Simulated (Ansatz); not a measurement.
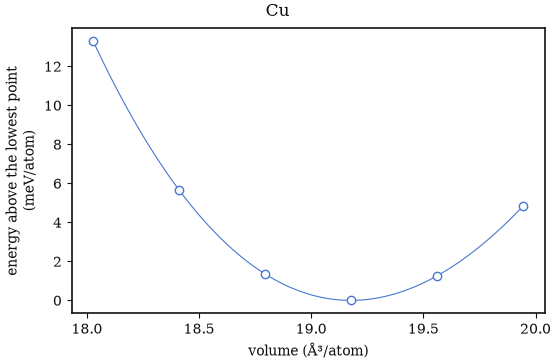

The plot gives the computed energy above the lowest point against volume for Cu, space group Fd-3m (No. 227) (one of a set of cubic test structures, which need not be the stable phase).

Calculation (Ansatz 0.2.0 development build): equation of state of a cubic crystal from periodic Kohn-Sham density functional theory without spin, third-order Birch-Murnaghan fit to the free energies; pressure corrected for the finite basis. Level: PBE.

structure type diamond; atoms in cell 2; space group number 227; lattice centring face-centred primitive; k mesh 18×18×18; occupation method Fermi–Dirac; occupation width 0.06123 eV; wave cutoff 700 eV; datasets hand-made PAW; density tolerance 1e−09 eV; bands 23; density cutoff ratio 4; search for lower states default.

How stiff is the solid, and where is its volume at rest?

Answer. A third-order Birch–Murnaghan fit gives V0 = 19.18 Å³/atom, B0 = 54.6 GPa and B′ = 5.1.

Caveats: cubic model structure, not the ambient form.
